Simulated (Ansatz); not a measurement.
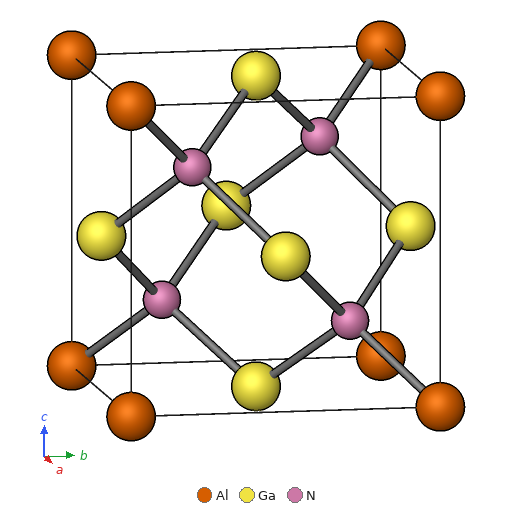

System: AlGa₃N₄, space group P-43m (No. 215). The picture shows the conventional cell.

Input of the run:
```
crystal:
  lattice:
    - [4.4674884103, 0.0, 0.0]
    - [0.0, 4.4674884103, 0.0]
    - [0.0, 0.0, 4.4674884103]
  atoms:
    - { symbol: Al, position: [0.0, 0.0, 0.0] }
    - { symbol: Ga, position: [0.5, 0.5, 0.0] }
    - { symbol: Ga, position: [0.5, 0.0, 0.5] }
    - { symbol: Ga, position: [0.0, 0.5, 0.5] }
    - { symbol: "N", position: [0.7550313489, 0.7550313489, 0.2449686511] }
    - { symbol: "N", position: [0.7550313489, 0.2449686511, 0.7550313489] }
    - { symbol: "N", position: [0.2449686511, 0.7550313489, 0.7550313489] }
    - { symbol: "N", position: [0.2449686511, 0.2449686511, 0.2449686511] }
basis:
  ecutwfc: 420
kpoints:
  mp_grid: { grid: [6, 6, 6] }
hamiltonian:
  xc: pbesol
scf:
  occupations: { method: fixed }
output:
  eigenvalues: true
phonons:
  method: dfpt
  dielectric: true
  rigid_motions: translations
  eigenvectors: true
```

Run as:
```bash
ansatz run input.yaml --threads 2 --pin off --max-ram 6144MiB --backend cpu --events-out ev --progress --plain --runs-dir out
```

How it was computed, with Ansatz 0.2.0: harmonic phonon frequencies at the zone centre with atoms at rest in the given cell, without the long-range term of polar modes, the three translations left out, imaginary frequencies are negative; plane waves with PAW datasets, Γ-centred k mesh. Level: PBEsol, no spin polarisation.

wave cutoff 420 eV; k mesh 6×6×6; occupations fixed; pressure 0 GPa; phonon method linear response.

Describe the result: the zone-centre optical phonon frequencies (the three acoustic modes are left out).

No frequency is imaginary, so the structure is stable to these displacements (zone-boundary modes weren't tested here). The highest mode lies at 691.6 cm⁻¹ (without the field of polar modes). The optical modes lie at 188.5 (×3), 232.1 (×3), 409.2 (×3), 559.2 (×3), 594.2 (×3), 650.6 (×3), 671.3 (×2), 691.6 cm⁻¹.

```csv
frequency (cm⁻¹)
188.5
188.5
188.5
232.1
232.1
232.1
409.2
409.2
409.2
559.2
559.2
559.2
594.2
594.2
594.2
650.6
650.6
650.6
671.3
671.3
691.6
```

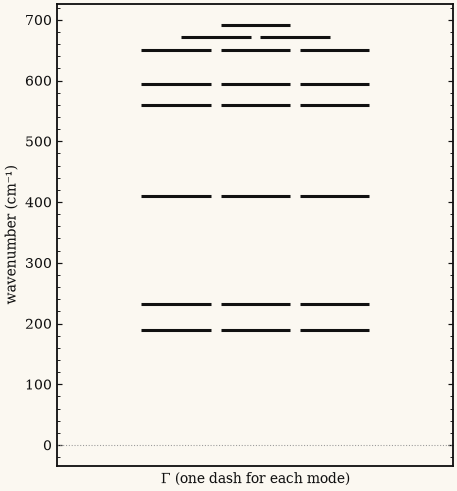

Keep in mind: field response not converged on the k mesh.
